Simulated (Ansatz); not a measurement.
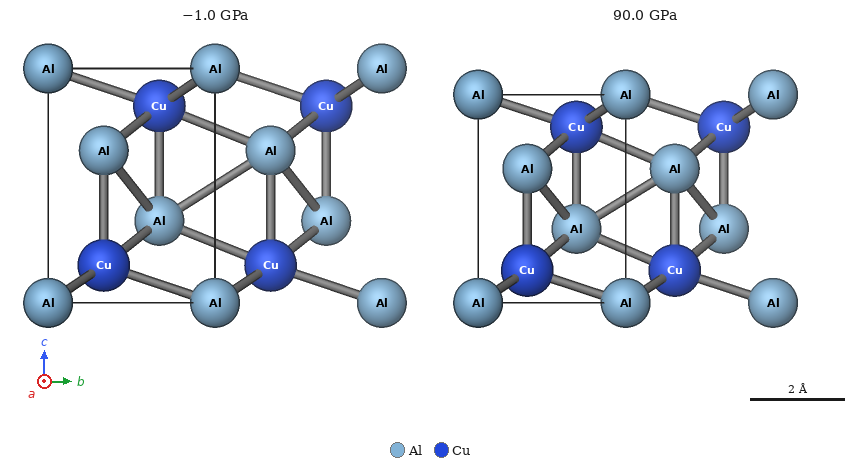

A crystal of Al3Cu2 (set up in P-3m1), relaxed (cell and atoms) at several target pressures. The picture shows the first and the last member. A ball-and-stick model of the cell of the calculation, repeated 1 × 2 × 1 with one cell outlined, seen along the a axis.

Computed with Ansatz 0.2.0: DFT r2SCAN, scalar-relativistic, plane waves, PAW. (plane-wave cutoff 500 eV; k-point mesh 12 × 12 × 8; occupations gaussian; smearing width 0.1 eV; no spin polarisation; cell and atoms relaxed; force threshold 0.008 eV/Å)

```tsv
pressure (GPa)	volume (Å³/atom)	a (Å)	c (Å)
−1.0	14.672	4.114	5.004
0.0	14.541	4.102	4.990
1.0	14.413	4.090	4.976
4.0	14.088	4.058	4.939
12.0	?	?	?
25.0	12.489	3.896	4.749
50.0	11.345	3.772	4.604
90.0	10.182	3.636	4.447
```

Question: One row is withheld. What does the calculation give there?

Answer: Murnaghan's form V = V₀(1 + B′P/B₀)^(−1/B′), with V₀ = 14.541 Å³ from the row at zero pressure, fits the other rows with B₀ = 123 GPa and B′ = 3.68 (largest miss 0.014 Å³). At 12.0 GPa it gives 14.541 × (1 + 3.68 × 12.0/123)^(−1/3.68) = 13.378 Å³ per atom. The calculation gives 13.363 Å³/atom (a = 3.986 Å, c = 4.855 Å). The estimate is 0.015 Å³/atom too high. From the first member to the last: Cu–Cu 2.864 → 2.514 Å, Al–Al 2.810 → 2.461 Å, Al–Cu 2.507 → 2.210 Å.

The whole series:

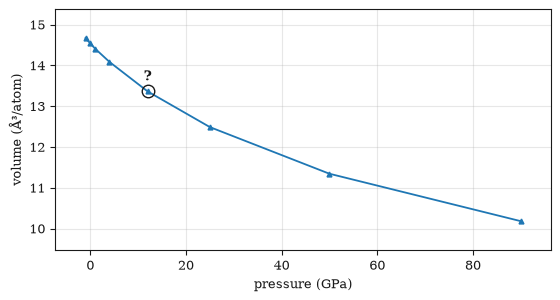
